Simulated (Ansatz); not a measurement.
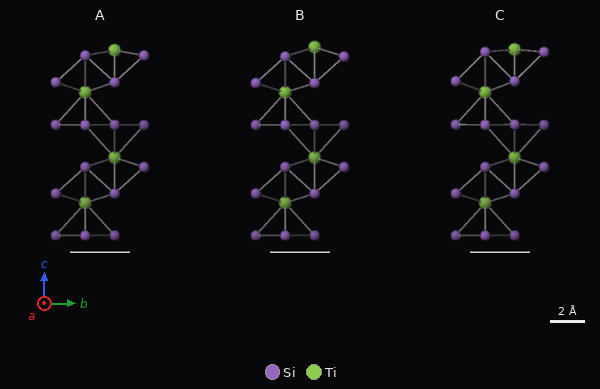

3 geometries from one constrained relaxation of a slab of composition TiSi2 (cut from the Cmcm phase), in shuffled order. Style: ball-and-stick. Shown: the cell of the calculation, outlined in the plane, without the vacuum, along the a axis.

Case: clean slab, lower half held. The slab is the (0 1 0) face of TiSi2. 6 atoms are held fixed.

All numbers below come from DFT PBEsol, scalar-relativistic, plane waves, PAW (Ansatz 0.2.0). (plane-wave cutoff 420 eV; k-point mesh 8 × 8 × 1; occupations gaussian; smearing width 0.1 eV; no spin polarisation; dipole correction; atoms relaxed in a fixed cell; force threshold 0.03 eV/Å; at most 70 steps)

Put them in the order of the run, from the start to the converged end.

B, A, C. They are steps 0, 1, 4, at +0.211 eV per cell of the calculation, +57.3 meV per cell of the calculation relative to the last. The energy falls by 0.211 eV per cell of the calculation in 4 geometry steps. Largest force component: 1.2 eV/Å at the start, 0.017 eV/Å at the end. The atom that moves furthest is a Si atom (0.28 Å along the normal (+c)). Largest moves by element: Si 0.28 Å, Ti 0.14 Å. The cell stays as it was. Some distances before and after: Si–Ti 2.792 → 3.008 Å, Si–Ti 2.792 → 2.599 Å, Ti–Ti 3.263 → 3.140 Å, Si–Si 2.393 → 2.506 Å. Bond angles that change, for instance: Si–Ti–Si 154.4° → 173.2°, Si–Ti–Si 105.1° → 115.6°, Si–Ti–Si 78.1° → 85.2°.
